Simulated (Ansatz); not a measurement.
**WSi$_{2}$: geometry relaxation (part 2 of 2)**

WSi$_{2}$ (slab, 6 atoms in the cell); DFT PBE, scalar-relativistic, plane waves, PAW, PAW set soft_1, no spin polarisation (Ansatz 0.2.0); cutoff 420 eV, 9×9×1 k-mesh, Gaussian smearing of 0.1 eV. The structure derives from an entry of the Crystallography Open Database. The input holds or restrains some coordinates. Forces given for the steps count only the free coordinates.

Geometry of the input (Å; fractional positions):
```
3.2293  0.0000  0.0000
0.0000  3.2293  0.0000
0.0000  0.0000  20.5365
Si 0.0000  0.0000  0.3409
W  0.5000  0.5000  0.4042
Si 0.0000  0.0000  0.4676
Si 0.5000  0.5000  0.5324
W  0.0000  0.0000  0.5958
Si 0.5000  0.5000  0.6591
```

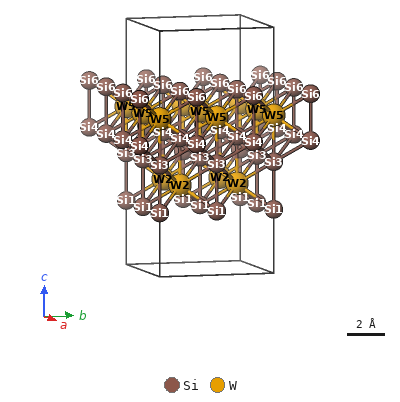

Figure 1. The geometry at step 2 of the log (ball-and-stick view of the 2 × 2 repeat of the cell, with the vacuum cut short, seen slightly off an axis; bonded neighbours outside the cell are drawn too; atoms are numbered from 1 in the order of the input).

**Output, continued**
```
SCF iter   1: F=—  HF=-23313.944326 eV  |F-HF|=—  |Δ(HF+E_count)|=         —  Δρ=3.26e-4  dr2=1.19e-3  ethr=4.89e-5  p=0.001 e·Å  D=1.23e-3 V/Å  ΔV_dip=-0.03 eV  dr2_dipole=5.54e-4  V_vac-E_F(+/−)=4.56/4.58 eV  ⟨swp⟩=2.3  Hψ=805  notcnv=0  defer=4
efield: sawtooth ramp at fractional position 0.9800 (handed on by an earlier solve), width 0.0400; the density the first Hamiltonian is built on has a dipole p = 0.001 e·Å; the dipole correction subtracts the counter field D = 1.23e-3 V/Å, which shifts the + side's vacuum level by -0.03 eV against the − side's; the planar-averaged density in the ramp window peaks in size at 1.6e-6 e/Å³
preconditioner: auto → LDOS  [metal: Δε(μ)=0.047 eV  Ē_g=6.558 eV  σ=0.100 eV  W_gap=0.25  n_scr=32 (ndim 8)  ℏωp=13.4 eV  f_vac=0.509  D(μ)=4.52/eV (n_scr^D=16)  β→1.0]
SCF iter   2: F=—  HF=-23313.944236 eV  |F-HF|=—  |Δ(HF+E_count)|=   9.01e-5  Δρ=1.77e-4  dr2=2.29e-4  ethr=2.70e-6  p=0.003 e·Å  D=2.17e-3 V/Å  ΔV_dip=-0.04 eV  dr2_dipole=3.10e-5  V_vac-E_F(+/−)=4.54/4.59 eV  ⟨swp⟩=2.2  Hψ=737  notcnv=0  defer=4
SCF iter   3: F=—  HF=-23313.944223 eV  |F-HF|=—  |Δ(HF+E_count)|=   1.27e-5  Δρ=9.74e-5  dr2=6.90e-5  ethr=5.20e-7  p=0.002 e·Å  D=2.03e-3 V/Å  ΔV_dip=-0.04 eV  dr2_dipole=7.31e-6  V_vac-E_F(+/−)=4.54/4.59 eV  ⟨swp⟩=2.4  Hψ=724  notcnv=0  defer=4
SCF iter   4: F=—  HF=-23313.944394 eV  |F-HF|=—  |Δ(HF+E_count)|=   1.70e-4  Δρ=9.58e-6  dr2=7.24e-7  ethr=1.57e-7  p=0.002 e·Å  D=2.10e-3 V/Å  ΔV_dip=-0.04 eV  dr2_dipole=1.77e-12  V_vac-E_F(+/−)=4.54/4.59 eV  ⟨swp⟩=2.3  Hψ=676  notcnv=0  defer=4
SCF iter   5: F=—  HF=-23313.944394 eV  |F-HF|=—  |Δ(HF+E_count)|=   1.68e-7  Δρ=4.36e-6  dr2=1.58e-7  ethr=2.27e-10  p=0.003 e·Å  D=2.13e-3 V/Å  ΔV_dip=-0.04 eV  dr2_dipole=3.88e-9  V_vac-E_F(+/−)=4.54/4.59 eV  ⟨swp⟩=12.0  Hψ=2371  notcnv=0
SCF iter   6: F=-23313.944394 eV  HF=-23313.944394 eV  |F-HF|=1.52e-9  |Δ(HF+E_count)|=   3.26e-8  Δρ=1.29e-6  dr2=1.28e-8  ethr=2.27e-10  p=0.003 e·Å  D=2.15e-3 V/Å  ΔV_dip=-0.04 eV  dr2_dipole=4.41e-10  V_vac-E_F(+/−)=4.54/4.59 eV  ⟨swp⟩=5.3  Hψ=1576  notcnv=0
SCF 4 converged in 6 iterations: F = -23313.944394 eV  dr2 = 1.28e-8
relax step   4: F+E_penalty+E_count = -23313.94439404 eV  Δ(F+E_penalty+E_count) = -2.954e-4 eV  max|allowed force component| = 4.294e-3 eV/Å  Δτ_max = 0.0090 Å  (6 SCF iters, accepted)
```

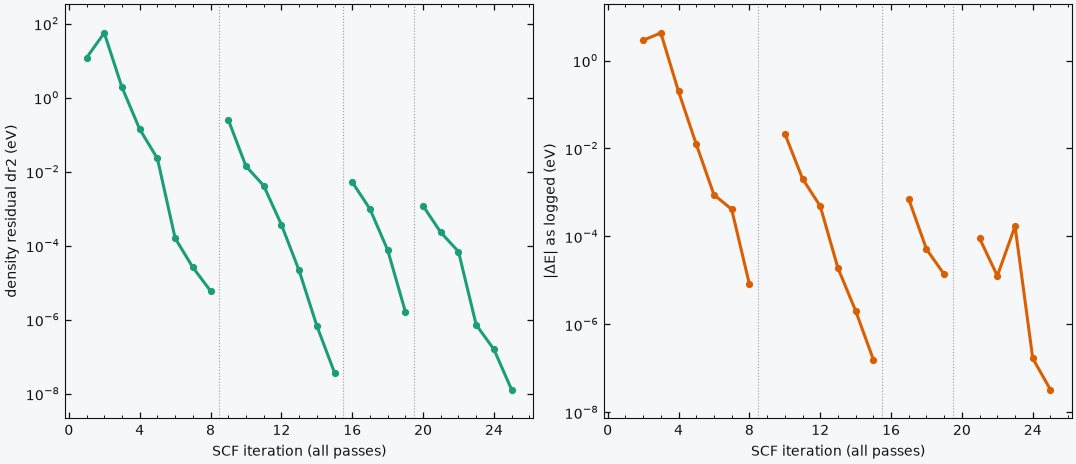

Figure 2. Convergence of the self-consistent field: density residual dr2 and size of the energy change against the SCF iteration. The dotted lines part the SCF passes of the relaxation: geometry steps, rejected trials and re-solves on a re-selected basis. The passes take 8, 7, 4 and 6 iterations.

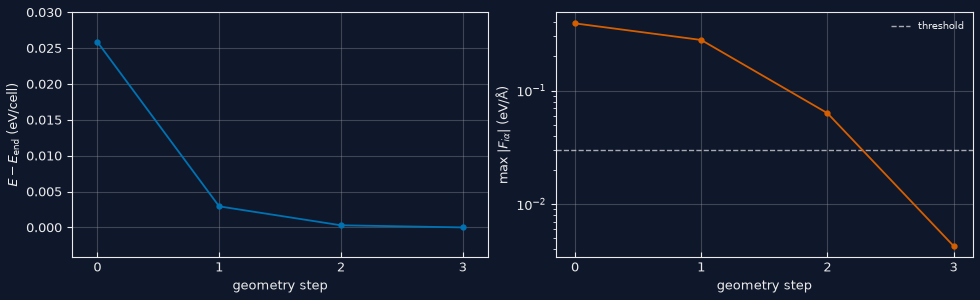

Figure 3. Progress of the restrained relaxation, step by step (the first geometry is step 0 here and step 1 in the log).

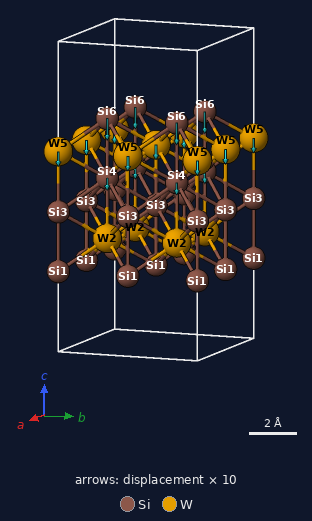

Figure 4. The starting structure with the displacements as teal arrows, magnified 10 times (ball-and-stick view of the 2 × 2 repeat of the cell, with the vacuum cut short, seen slightly off an axis). The atom that moves furthest is Si6 (0.099 Å). By element the largest moves are Si 0.099 Å, W 0.069 Å. The lattice vectors keep their values. Among the contacts that change: Si3–W5 2.632 → 2.563 Å, W2–Si4 2.632 → 2.574 Å, Si4–Si6 2.603 → 2.562 Å, Si3–Si4 2.643 → 2.614 Å. After 3 geometry steps the energy has fallen by 25.9 meV per cell of the calculation. Largest force component: 0.39 eV/Å at the start, 0.0043 eV/Å at the end. (Atoms are counted from 1 in the order of the input.)

```
SCF converged after 6 iterations
Free energy (F): -23313.944394 eV
Harris-Foulkes:  -23313.944394 eV  (|F-HF|=1.52e-9)
Internal energy: -23313.921891 eV  (E = F + TS)
E sigma→0 (E₀):  -23313.933143 eV
Entropy (-TS):   -0.022503 eV (-3.751 meV/atom)
Fermi energy:    3.435554 eV
Dipole field:    D = 0.002120 V/Å  (p = 0.002509 e·Å, saw-weighted, corrected)
Work function:   Φ+ = 4.5412 eV   Φ− = 4.5847 eV
Levels:          The Fermi level and band energies are counted from a zero that moves with the ramp; work functions are not
--- Per-component energies (eV) ---
  E_band       = -725.424529
  E_kinetic    = 1014.175249
  E_local      = -25295.900752  (includes V_loc(G=0)·N_el)
  E_nonlocal   = 38.493171
  E_hartree    = 12252.257417
  E_xc         = -763.899226
  E_vxc        = -657.335801  (∫ρ·V_xc dr)
  E_paw        = -19200.571228  (= ΣΔE_a)
  E_vpaw       = -329.369697  (= ΣTr[D̂ρ^β])
  E_aug_tail   = 0.000431  (compensation charges beyond the density's cutoff)
  E_efield     = 0.000003  (sawtooth field / dipole correction)
  E_vefield    = 0.003380  (∫n·V_field dr)
  E_ewald      = 8641.523044
  E_smearing   = -0.022503  (= −TS)
  E_closure    = -0.000000  (closes the sum)
  Σ components = -23313.944394   (vs F -23313.944394, Δ=0.00e0)
--- Forces (eV/Å), atoms counted from 1 ---
  atom   1  Si     0.00000000     0.00000000     0.19406879
  atom   2  W     -0.00000000     0.00000000     0.03751169
  atom   3  Si    -0.00000000     0.00000000    -0.22881914
  atom   4  Si    -0.00000000     0.00000000    -0.00429395
  atom   5  W      0.00000000     0.00000000    -0.00129026
  atom   6  Si    -0.00000000     0.00000000     0.00282793
  max |Σ_I F_I| component: 5.06e-6 eV/Å
--- Band table (eV; the first three rows and the last of 15) ---
  k-point 0: bands = ["-70.2513", "-70.2382", "-34.5092", "-34.4954", "-34.4757", "-34.4757", "-34.4740", "-34.4740", "-9.7857", "-7.7644", "-5.9566", "-2.8932", "-1.6361", "0.0204", "0.3223", "1.2243", "1.2243", "1.5125", "2.8661", "2.8661", "3.9454", "4.2592", "4.3815", "4.4549", "4.4549", "4.8178", "6.1185", "6.1185"]
  k-point 1: bands = ["-70.2505", "-70.2374", "-34.5064", "-34.4998", "-34.4983", "-34.4929", "-34.4734", "-34.4717", "-9.5951", "-7.5509", "-5.8237", "-2.8757", "-1.4894", "-0.3327", "0.3041", "0.8818", "1.3147", "1.3940", "2.5487", "2.9053", "3.3107", "3.5089", "3.9528", "4.6053", "4.7095", "5.5383", "5.6523", "7.0861"]
  k-point 2: bands = ["-70.2484", "-70.2353", "-34.5604", "-34.5597", "-34.4990", "-34.4866", "-34.4676", "-34.4659", "-9.0387", "-6.9389", "-5.4454", "-3.0516", "-1.4450", "-1.0825", "-0.0770", "0.6108", "1.2904", "1.4648", "1.9828", "2.2795", "2.5459", "3.2450", "3.9111", "4.1490", "5.0198", "5.3728", "6.5563", "7.1576"]
  k-point 14: bands = ["-70.2379", "-70.2247", "-34.6461", "-34.6455", "-34.6446", "-34.6440", "-34.4647", "-34.4544", "-5.7852", "-5.5746", "-3.5268", "-2.9289", "-2.1111", "-1.1642", "-0.4617", "-0.3302", "-0.3040", "-0.0092", "1.0255", "1.4867", "1.7994", "1.8298", "4.4090", "4.5242", "6.2559", "6.4838", "6.5118", "6.9116"]
--- Relaxed structure (4 steps of the walk, 4 accepted, 0 SCFs on fresh bases) ---
  F+E_penalty+E_count = -23313.94439404 eV   max|allowed force component| = 4.294e-3 eV/Å
  atoms:
    - { symbol: Si, position: [0.0, 0.0, 0.3408561326] }
    - { symbol: W, position: [0.5, 0.5, 0.4042288114] }
    - { symbol: Si, position: [0.0, 0.0, 0.4676014901000001] }
    - { symbol: Si, position: [0.5, 0.5, 0.529579661452508] }
    - { symbol: W, position: [3.354715540623917e-35, 0.0, 0.592419694415931] }
    - { symbol: Si, position: [0.5, 0.5, 0.6543121199185871] }
```

**Trajectory as extended XYZ (Å, eV, eV/Å), 4 frames, from step=1 to step=4**
```
6
Lattice="3.2293 0.0000 0.0000 0.0000 3.2293 0.0000 0.0000 0.0000 20.5365" Properties=species:S:1:pos:R:3:forces:R:3 step=1 energy=-23313.91853
Si    0.0000    0.0000    7.0000    0.0000   0.0000   0.1752
W     1.6146    1.6146    8.3015    0.0000   0.0000   0.3910
Si    0.0000    0.0000    9.6029    0.0000   0.0000   0.0925
Si    1.6146    1.6146   10.9336    0.0000   0.0000  -0.0925
W     0.0000    0.0000   12.2351    0.0000   0.0000  -0.3911
Si    1.6146    1.6146   13.5365    0.0000   0.0000  -0.1752
6
Lattice="3.2293 0.0000 0.0000 0.0000 3.2293 0.0000 0.0000 0.0000 20.5365" Properties=species:S:1:pos:R:3:forces:R:3 step=2 energy=-23313.94146
Si    0.0000    0.0000    7.0000    0.0000   0.0000   0.2052
W     1.6146    1.6146    8.3015    0.0000   0.0000  -0.0153
Si    0.0000    0.0000    9.6029    0.0000   0.0000  -0.2882
Si    1.6146    1.6146   10.8810    0.0000   0.0000  -0.1207
W     0.0000    0.0000   12.1487    0.0000   0.0000   0.2794
Si    1.6146    1.6146   13.4443    0.0000   0.0000  -0.0604
6
Lattice="3.2293 0.0000 0.0000 0.0000 3.2293 0.0000 0.0000 0.0000 20.5365" Properties=species:S:1:pos:R:3:forces:R:3 step=3 energy=-23313.94410
Si    0.0000    0.0000    7.0000    0.0000   0.0000   0.1971
W     1.6146    1.6146    8.3015    0.0000   0.0000   0.0388
Si    0.0000    0.0000    9.6029    0.0000   0.0000  -0.2275
Si    1.6146    1.6146   10.8801    0.0000   0.0000  -0.0344
W     0.0000    0.0000   12.1644    0.0000   0.0000   0.0634
Si    1.6146    1.6146   13.4463    0.0000   0.0000  -0.0373
6
Lattice="3.2293 0.0000 0.0000 0.0000 3.2293 0.0000 0.0000 0.0000 20.5365" Properties=species:S:1:pos:R:3:forces:R:3 step=4 energy=-23313.94439
Si    0.0000    0.0000    7.0000    0.0000   0.0000   0.1941
W     1.6146    1.6146    8.3015    0.0000   0.0000   0.0375
Si    0.0000    0.0000    9.6029    0.0000   0.0000  -0.2288
Si    1.6146    1.6146   10.8757    0.0000   0.0000  -0.0043
W     0.0000    0.0000   12.1662    0.0000   0.0000  -0.0013
Si    1.6146    1.6146   13.4373    0.0000   0.0000   0.0028
```

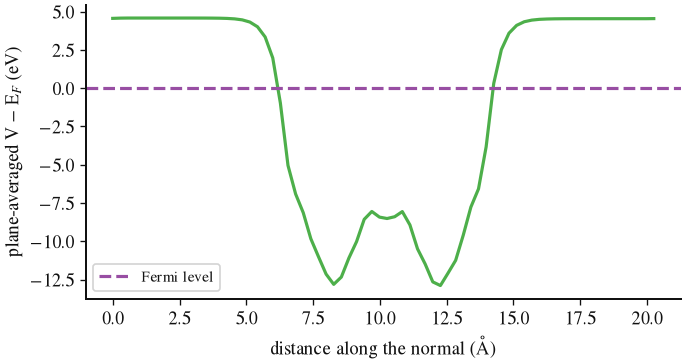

Figure 5. Plane average of the electrostatic potential energy of an electron across the cell, from the Fermi level. The vacuum level lies 4.54 eV above the Fermi level on the upper side and 4.58 eV on the lower.
